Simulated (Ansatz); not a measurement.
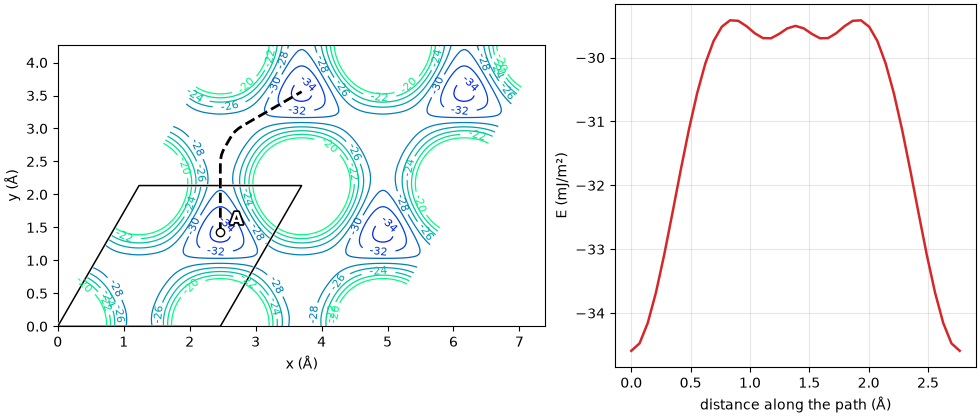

C (R-3m, No. 166; 12 atoms in the cell). 
- Gamma surface: rigid slide across a plane, one fault a cell; the plane is (0 0 1) of the conventional cell.
- Places are given modulo a cell vector. The map is drawn in real space over the plane of the slide.
- Nothing is relaxed (rigid halves, spacing across the cut fixed).
- The grid has 6 × 6 points; 10 points were computed and 26 follow by symmetry.
- All energies are given in mJ/m² relative to the perfect crystal.
- The lowest point has no gap; 34 points of the grid have one on the k-mesh.
- These are results of DFT PBE+D3(BJ), scalar-relativistic, plane waves, PAW (Ansatz 0.2.0), not measurements. Settings: cutoff 520 eV, k-mesh 15×15×2 in the order of the run's cell vectors, gaussian smearing 0.03 eV, no spin polarisation.

The picture shows contour lines labelled in mJ/m² (none above −20), a line along the lowest path, the outline of one cell of the 2 × 2 shown, the energy along the path at the right, the start A. Between grid points the surface is interpolated.

### Describe the path and its barrier.

The easiest path leads from the well at (4/6, 4/6) of the cell vectors to its copy one period on. Its highest point lies about 5.2 mJ/m² above the bottom of the first well on the interpolated surface, at about (0.47, 0.06) of the cell vectors. This is the barrier on the constrained surface; relaxing the other coordinates would change it. On the way the path dips through a shallower well, about 0.28 mJ/m² deep.

PAW datasets: the set soft_1.
